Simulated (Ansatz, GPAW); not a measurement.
# 1T-NiSTe monolayer: work function by functional and basis, part 2 of 3

How far do functional and basis move the work function of 1T-NiSTe monolayer?

GPAW 26.7.0 and Ansatz 0.2.0; Ansatz plane waves; layer without images along its normal, relaxation of atoms and in-plane cell (the session's first sound run).

So far. Step 2 (Relaxation): The relaxation lowered the energy of the cell by 0.120 eV.

### Step 3. The slab's potential

The work function is the vacuum plateau of the electrostatic potential less the Fermi level; a dipole layer lets the two faces have plateaus of their own.

This step: GPAW, PAW setups; slab in vacuum (GPAW 26.7.0).

The cell differs from the one that the last finished run ended in (c 28.483 → 18.618 Å).

run.py reads:

```python
import json
import numpy as np
from ase import Atoms
from gpaw import GPAW, PW

slab = Atoms(
    ['Te', 'Ni', 'S'],
    positions=[
        [1.76099, 1.01671, 8.00000],
        [-0.00000, 0.00000, 9.53937],
        [-0.00000, 2.03341, 10.61773]],
    cell=[[3.52198, -0.0, 0.0], [-1.76099, 3.05012, -0.0], [0.0, -0.0, 18.6177]],
    pbc=[True, True, False])

slab.calc = GPAW(mode=PW(400), xc='PBE', kpts={'size': (9, 9, 1), 'gamma': True},
                 occupations={'name': 'fermi-dirac', 'width': 0.05}, nbands='140%',
                 convergence={'density': 1e-05}, maxiter=200,
                 poissonsolver={'dipolelayer': 'xy'},
                 symmetry={'tolerance': 1e-3}, txt='slab.txt')
result = {}
energy = slab.get_potential_energy()
fermi = slab.calc.get_fermi_level()
v = slab.calc.get_electrostatic_potential().mean((0, 1)) - fermi
n = slab.calc.get_pseudo_density().mean((0, 1))
L = slab.cell[2, 2]
z = np.arange(len(v)) * L / len(v)
low, high = slab.positions[:, 2].min(), slab.positions[:, 2].max()
below, above = np.interp([low - 5.8, high + 5.8], z, v)
slopes = [np.interp(x, z, np.gradient(v, z)) for x in (low - 5.8, high + 5.8)]
eps = np.array([[slab.calc.get_eigenvalues(k, s) for k in range(len(slab.calc.get_ibz_k_points()))]
                for s in range(slab.calc.get_number_of_spins())]) - fermi
top, bottom = eps[eps < 0].max(), eps[eps > 0].min()
dipole = slab.get_dipole_moment()[2]
print(f'energy {energy:.4f} eV, Fermi level {fermi:.4f} eV, dipole {dipole:.5f} e A')
print(f'potential 5.8 A off the faces, from the Fermi level: lower {below:.4f} eV, upper {above:.4f} eV')
print(f'slope of the potential there: lower {slopes[0]:.5f}, upper {slopes[1]:.5f} eV/A')
print(f'nearest levels on the mesh: {top:.4f} and {bottom:.4f} eV')
print('magnetic moment', round(slab.get_magnetic_moment(), 3))
result.update(energy=energy, fermi=fermi, dipole=dipole, below=below, above=above, slopes=slopes, edges=[top, bottom],
              z=z.tolist(), v=v.tolist(), n=n.tolist(), positions=slab.positions.tolist(),
              forces=slab.get_forces(apply_constraint=False).tolist(), moments=slab.get_magnetic_moments().tolist())
json.dump(result, open('result.json', 'w'))
```

Launch:

```bash
$ OMP_NUM_THREADS=1 OPENBLAS_NUM_THREADS=1 python run.py
```

The log of the run:

```text
energy -14.9266 eV, Fermi level -1.5228 eV, dipole -0.08767 e A
potential 5.8 A off the faces, from the Fermi level: lower 4.3637 eV, upper 5.8374 eV
slope of the potential there: lower -0.00028, upper -0.00033 eV/A
nearest levels on the mesh: -0.1098 and 0.0046 eV
magnetic moment 0.0
```

Elapsed: 24 s, on 1 thread of Intel Xeon Platinum 8488C (Sapphire Rapids), shared host; peak memory 0.19 GiB.

This step gave:

* dipole along the normal: -0.08767 e·Å
* levels nearest the Fermi level on the mesh: -0.1098, 0.004572 eV from the Fermi level
* upper work function: 5.837 eV
* lower work function: 4.364 eV

The electrostatic potential energy of an electron (without an applied field's), less the Fermi level, planar mean by z:

```tsv
z (Å)	electrostatic potential energy of an electron (without an applied field's), less the Fermi level, planar mean (eV)
0	5.10
1	4.36
2	4.36
3	4.36
4	4.36
5	4.34
6	4.08
7	0.203
8	-21.3
9	-5.07
10	-7.38
11	-5.73
12	5.25
13	5.81
14	5.84
15	5.84
16	5.84
17	5.84
18	5.84
```

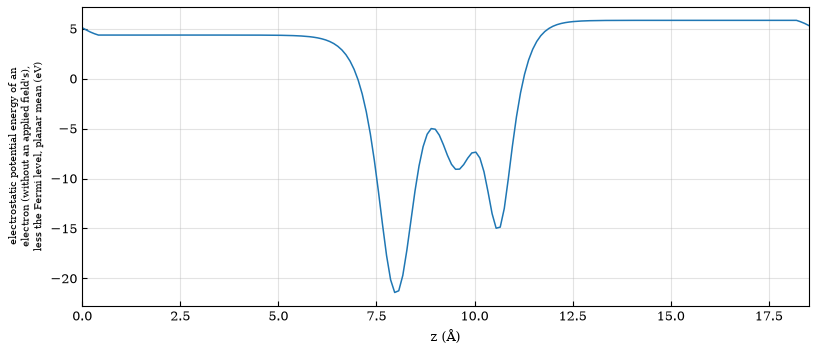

Electrostatic potential energy of an electron (without an applied field's), less the Fermi level, planar mean, plotted against z.

The pseudo valence density, planar mean by z:

```tsv
z (Å)	pseudo valence density, planar mean (e/Å³)
4	5.9e-5
5	7.8e-4
6	0.0112
7	0.153
8	0.128
9	0.586
10	0.837
11	0.336
12	0.0310
13	0.00145
14	7.8e-5
```

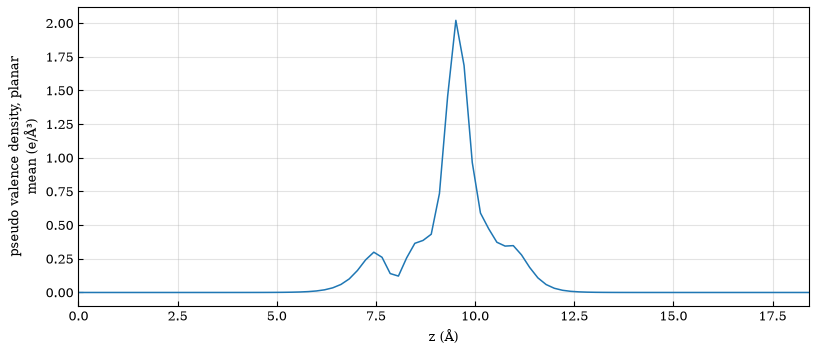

Pseudo valence density, planar mean, plotted against z.

Force by atom:

```tsv
atom	x (eV/Å)	y (eV/Å)	z (eV/Å)	size
Te1	0.000	0.000	0.057	0.057
Ni2	0.000	0.000	-0.135	0.135
S3	0.000	0.000	0.078	0.078
```

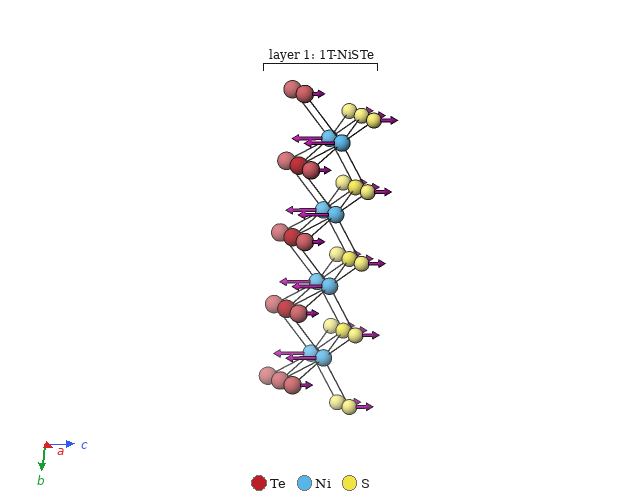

Force as arrows, the longest 0.135 eV/Å. 1×3×1 cells are drawn. Some periodic images of atoms are drawn too.

The potential is flat to 3.3e-4 eV/Å where it is read, so the vacuum is wide enough. The geometry is the other program's minimum; here the largest force on a free atom is 0.14 eV/Å.

### Step 4. Self-consistent run: xc = "RPBE"

The same geometry under RPBE, to see how far the functional moves the levels against the vacuum.

run.py, as its differences from that of step 3:

```diff
@@ -14,3 +14,3 @@
 
-slab.calc = GPAW(mode=PW(400), xc='PBE', kpts={'size': (9, 9, 1), 'gamma': True},
+slab.calc = GPAW(mode=PW(400), xc='RPBE', kpts={'size': (9, 9, 1), 'gamma': True},
                  occupations={'name': 'fermi-dirac', 'width': 0.05}, nbands='140%',
```

The log of the run:

```text
energy -13.7901 eV, Fermi level -1.4251 eV, dipole -0.08917 e A
potential 5.8 A off the faces, from the Fermi level: lower 4.2557 eV, upper 5.7547 eV
slope of the potential there: lower -0.00030, upper -0.00034 eV/A
nearest levels on the mesh: -0.1122 and 0.0053 eV
magnetic moment 0.0
```

The job ended after 24 s (1 thread; peak memory 0.19 GiB).

This step gave:

| Quantity | Value |
| --- | --- |
| dipole along the normal | -0.08917 e·Å |
| levels nearest the Fermi level on the mesh | -0.1122, 0.005320 eV from the Fermi level |
| upper work function | 5.755 eV |
| lower work function | 4.256 eV |

Table of electrostatic potential energy of an electron (without an applied field's), less the Fermi level, planar mean by z:

```tsv
z (Å)	electrostatic potential energy of an electron (without an applied field's), less the Fermi level, planar mean (eV)
0	5.01
1	4.26
2	4.26
3	4.26
4	4.25
5	4.23
6	3.97
7	0.103
8	-21.4
9	-5.19
10	-7.49
11	-5.82
12	5.16
13	5.72
14	5.75
15	5.75
16	5.75
17	5.75
18	5.75
```

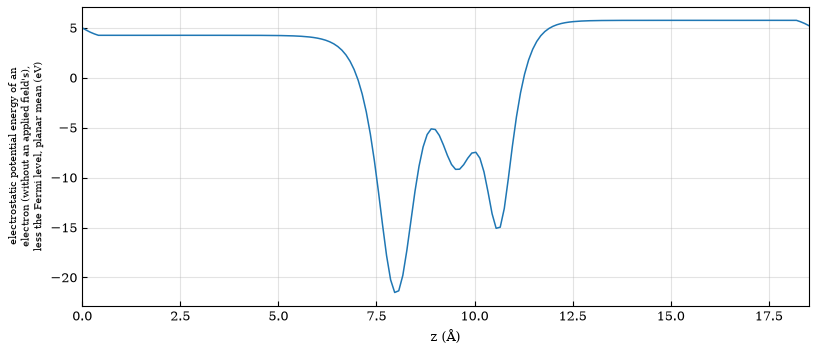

Electrostatic potential energy of an electron (without an applied field's), less the Fermi level, planar mean, plotted against z.

Table of pseudo valence density, planar mean by z:

```tsv
z (Å)	pseudo valence density, planar mean (e/Å³)
4	6.6e-5
5	8.1e-4
6	0.0111
7	0.153
8	0.129
9	0.585
10	0.837
11	0.336
12	0.0308
13	0.00149
14	8.5e-5
```

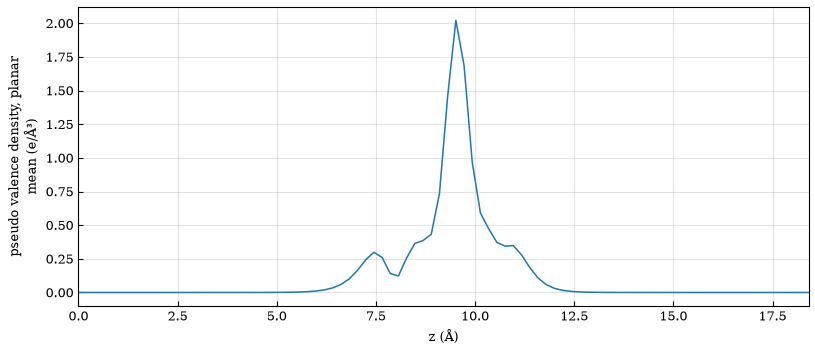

Pseudo valence density, planar mean against z.

Force by atom:

```tsv
atom	x (eV/Å)	y (eV/Å)	z (eV/Å)	size
Te1	0.000	0.000	-0.179	0.179
Ni2	0.000	0.000	-0.139	0.139
S3	0.000	0.000	0.319	0.319
```

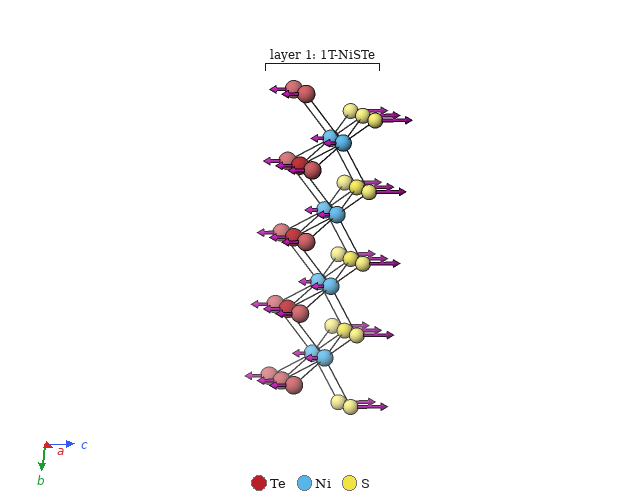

Force as arrows, the longest 0.319 eV/Å. 1×3×1 cells are drawn. Some periodic images of atoms are drawn too.

The upper face's work function is 5.755 eV, against 5.837 eV in the first plane-wave PBE run at this geometry.

### Step 5. Self-consistent run: xc = "revPBE"

The same geometry under revPBE, to see how far the functional moves the levels against the vacuum.

run.py, as its differences from that of step 4:

```diff
@@ -14,3 +14,3 @@
 
-slab.calc = GPAW(mode=PW(400), xc='RPBE', kpts={'size': (9, 9, 1), 'gamma': True},
+slab.calc = GPAW(mode=PW(400), xc='revPBE', kpts={'size': (9, 9, 1), 'gamma': True},
                  occupations={'name': 'fermi-dirac', 'width': 0.05}, nbands='140%',
```

The log of the run:

```text
energy -13.9582 eV, Fermi level -1.4319 eV, dipole -0.08849 e A
potential 5.8 A off the faces, from the Fermi level: lower 4.2590 eV, upper 5.7465 eV
slope of the potential there: lower -0.00029, upper -0.00033 eV/A
nearest levels on the mesh: -0.1092 and 0.0045 eV
magnetic moment 0.0
```

Run time: 23 s. Hardware: 1 thread; peak memory 0.19 GiB.

Numbers from this step:

```yaml
dipole_along_the_normal: -0.08849 e·Å
levels_nearest_the_fermi_level_on_the_mesh: -0.1092, 0.004543 eV from the Fermi level
upper_work_function: 5.746 eV
lower_work_function: 4.259 eV
```

Table of electrostatic potential energy of an electron (without an applied field's), less the Fermi level, planar mean by z:

```tsv
z (Å)	electrostatic potential energy of an electron (without an applied field's), less the Fermi level, planar mean (eV)
0	5.00
1	4.26
2	4.26
3	4.26
4	4.26
5	4.24
6	3.98
7	0.128
8	-21.4
9	-5.16
10	-7.46
11	-5.80
12	5.17
13	5.72
14	5.74
15	5.75
16	5.75
17	5.75
18	5.75
```

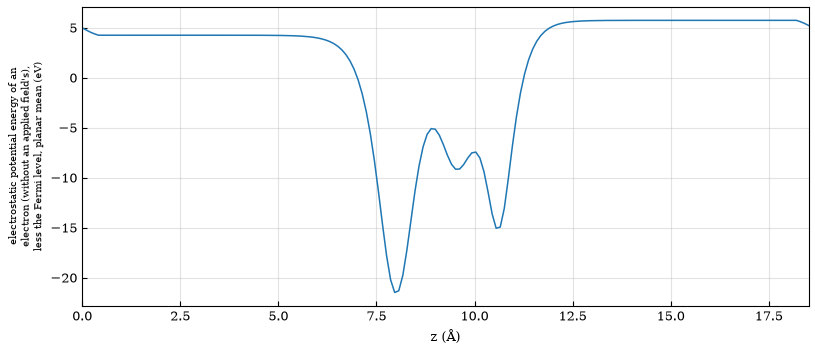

Electrostatic potential energy of an electron (without an applied field's), less the Fermi level, planar mean against z.

The upper face's work function is 5.746 eV, against 5.837 eV in the first plane-wave PBE run at this geometry.

### Step 6. Self-consistent run: xc = "vdW-DF2"

The same geometry under vdW-DF2, to see how far the functional moves the levels against the vacuum (the van der Waals functionals take revPBE setups).

run.py, as its differences from that of step 5:

```diff
@@ -14,3 +14,3 @@
 
-slab.calc = GPAW(mode=PW(400), xc='revPBE', kpts={'size': (9, 9, 1), 'gamma': True},
+slab.calc = GPAW(mode=PW(400), xc='vdW-DF2', kpts={'size': (9, 9, 1), 'gamma': True},
                  occupations={'name': 'fermi-dirac', 'width': 0.05}, nbands='140%',
```

The log of the run:

```text
energy -198.7615 eV, Fermi level -1.7710 eV, dipole -0.09388 e A
potential 5.8 A off the faces, from the Fermi level: lower 4.6806 eV, upper 6.2590 eV
slope of the potential there: lower -0.00051, upper -0.00032 eV/A
nearest levels on the mesh: -0.1411 and 0.0174 eV
magnetic moment 0.0
```

Elapsed: 34 s, on 1 thread; peak memory 0.34 GiB.

This step gave:

```yaml
dipole_along_the_normal: -0.09388 e·Å
levels_nearest_the_fermi_level_on_the_mesh: -0.1411, 0.01743 eV from the Fermi level
upper_work_function: 6.259 eV
lower_work_function: 4.681 eV
```

The upper face's work function is 6.259 eV, against 5.837 eV in the first plane-wave PBE run at this geometry.

### Step 7. Real-space grid: mode = "fd"

A real-space grid is a second complete basis, so it checks the plane-wave result.

run.py, as its differences from that of step 6:

```diff
@@ -3,3 +3,3 @@
 from ase import Atoms
-from gpaw import GPAW, PW
+from gpaw import GPAW
 
@@ -14,3 +14,3 @@
 
-slab.calc = GPAW(mode=PW(400), xc='vdW-DF2', kpts={'size': (9, 9, 1), 'gamma': True},
+slab.calc = GPAW(mode='fd', h=0.18, xc='PBE', kpts={'size': (9, 9, 1), 'gamma': True},
                  occupations={'name': 'fermi-dirac', 'width': 0.05}, nbands='140%',
```

The log of the run:

```text
energy -14.9691 eV, Fermi level -5.1017 eV, dipole -0.08730 e A
potential 5.8 A off the faces, from the Fermi level: lower 4.3661 eV, upper 5.8372 eV
slope of the potential there: lower -0.00004, upper 0.00001 eV/A
nearest levels on the mesh: -0.1102 and 0.0046 eV
magnetic moment 0.0
```

The job ended after 56 s (1 thread; peak memory 0.34 GiB).

Numbers from this step:

- dipole along the normal: -0.08730 e·Å
- levels nearest the Fermi level on the mesh: -0.1102, 0.004594 eV from the Fermi level
- upper work function: 5.837 eV
- lower work function: 4.366 eV

The upper face's work function is 5.837 eV, against 5.837 eV in the first plane-wave PBE run at this geometry.

### Step 8. Atomic orbitals: mode = "lcao"

Atom-centred orbitals end a few angstrom from the surface, which tests how much the density's tail matters.

run.py, as its differences from that of step 7:

```diff
@@ -14,4 +14,4 @@
 
-slab.calc = GPAW(mode='fd', h=0.18, xc='PBE', kpts={'size': (9, 9, 1), 'gamma': True},
-                 occupations={'name': 'fermi-dirac', 'width': 0.05}, nbands='140%',
+slab.calc = GPAW(mode='lcao', basis='dzp', h=0.18, xc='PBE', kpts={'size': (9, 9, 1), 'gamma': True},
+                 occupations={'name': 'fermi-dirac', 'width': 0.05}, nbands='120%',
                  convergence={'density': 1e-05}, maxiter=200,
```

The log of the run:

```text
energy -13.5942 eV, Fermi level -5.0064 eV, dipole -0.10423 e A
potential 5.8 A off the faces, from the Fermi level: lower 4.1283 eV, upper 5.8846 eV
slope of the potential there: lower 0.00000, upper 0.00000 eV/A
nearest levels on the mesh: -0.1204 and 0.0090 eV
magnetic moment 0.0
```

The job ended after 40 s (1 thread; peak memory 0.25 GiB).

This step gave:

| Item | Value |
| --- | --- |
| dipole along the normal | -0.1042 e·Å |
| levels nearest the Fermi level on the mesh | -0.1204, 0.008982 eV from the Fermi level |
| upper work function | 5.885 eV |
| lower work function | 4.128 eV |

The upper face's work function is 5.885 eV, against 5.837 eV in the first plane-wave PBE run at this geometry.

### Step 9. The ladder

Times are for 1 thread of Intel Xeon Platinum 8488C (Sapphire Rapids), shared host. The series side by side:

```tsv
no.	run	upper work function (eV)	lower work function (eV)	time	memory (GiB)
1	pw	5.837	4.364	24 s	0.19
2	RPBE	5.755	4.256	24 s	0.19
3	revPBE	5.746	4.259	23 s	0.19
4	vdW DF2	6.259	4.681	34 s	0.34
5	fd	5.837	4.366	56 s	0.34
6	lcao	5.885	4.128	40 s	0.25
```

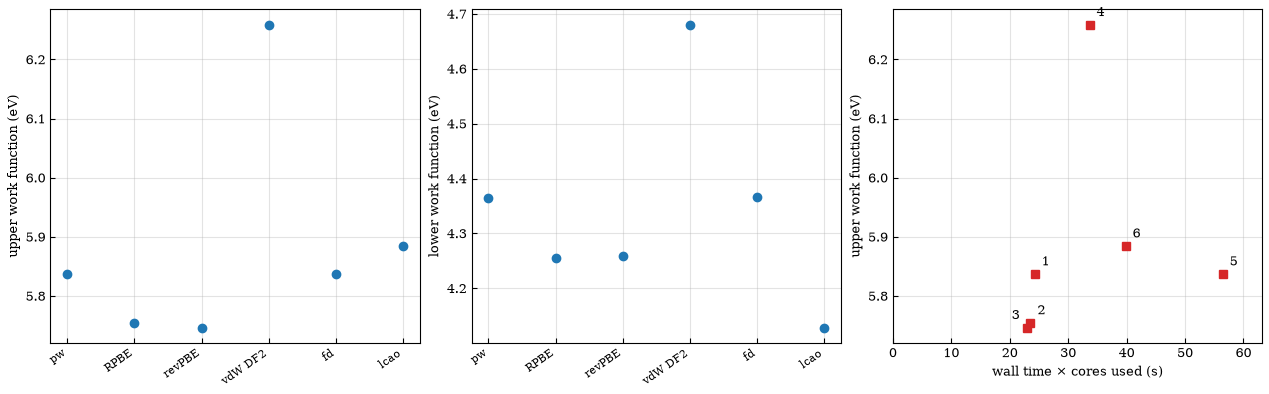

The series as plots; the last panel sets the first result against cost, with the runs numbered as in the table.

(Part 2 of 3 ends here.)

[Logs are printed without paths, hosts, clocks, repeated set-up lines and the standing remarks that a program may print on its own settings, such as how far it seeks lower states.]

[Hosts, paths, dates, database ids (printed as entryN), source tags and the programs' standing remarks are cut or masked in the printed files.]
